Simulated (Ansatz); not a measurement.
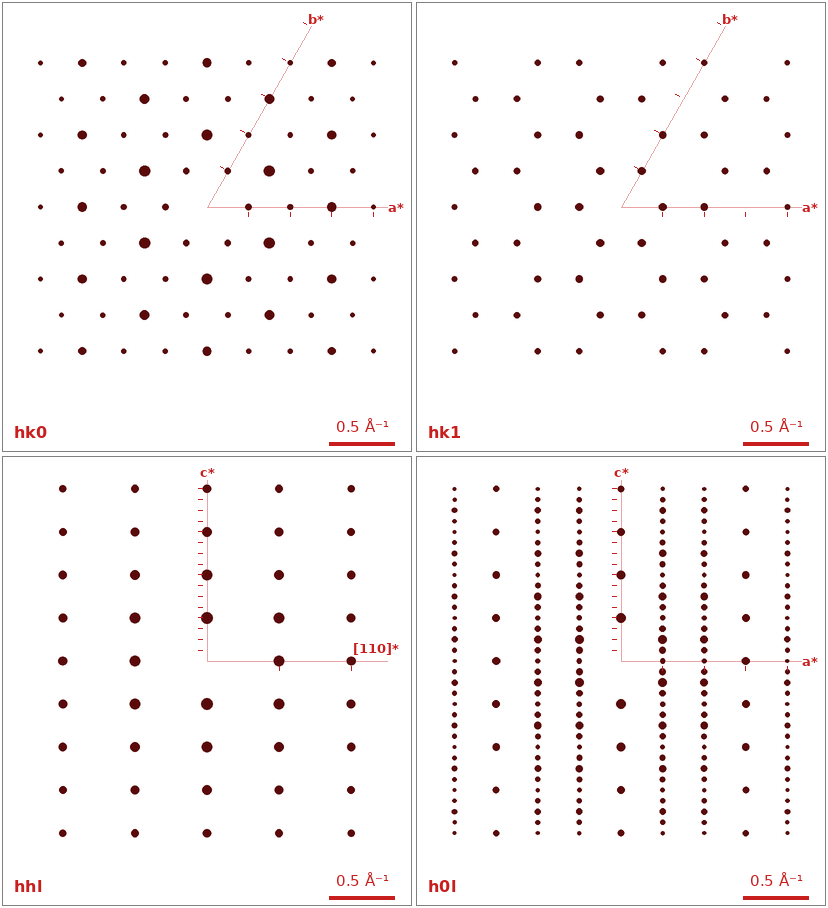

Four undistorted layers of reciprocal space, calculated for a single crystal (X-rays, kinematic |F|², B = 0.5 Å²). Tick marks count the reciprocal lattice steps of the conventional cell along each axis.

The compound is Bi. Structure: the input geometry of an electronic-structure calculation (not necessarily at equilibrium); the starting structure was generated, so it need not be a known form of this composition.

What cell do the layers give?

a* = 0.325, b* = 0.325, c* = 0.084 Å⁻¹, γ* = 60°; the cell is hexagonal with a = 3.56 Å, c = 11.91 Å (hexagonal axes).

Which reflection conditions do the layers show?

Reflections are present only under these conditions. hkl: no condition; hk0: no condition; h0l: no condition; hhl: l = 2n; 00l: l = 2n. The lattice is primitive (P). Further gaps, such as 3 0 1, 0 3 1, 3 0 3, come from atoms on special positions, not from the group's general conditions. A few very weak reflections are below the display threshold.

Which space groups fit?

The intensities have Laue symmetry 6/mmm (the hk0 layer shows 6mm, hk1 shows 6mm). With these conditions the candidates are P6_3mc (No. 186), P-62c (No. 190), P6_3/mmc (No. 194). Diffraction geometry alone does not choose among them; the structure has P6_3/mmc.
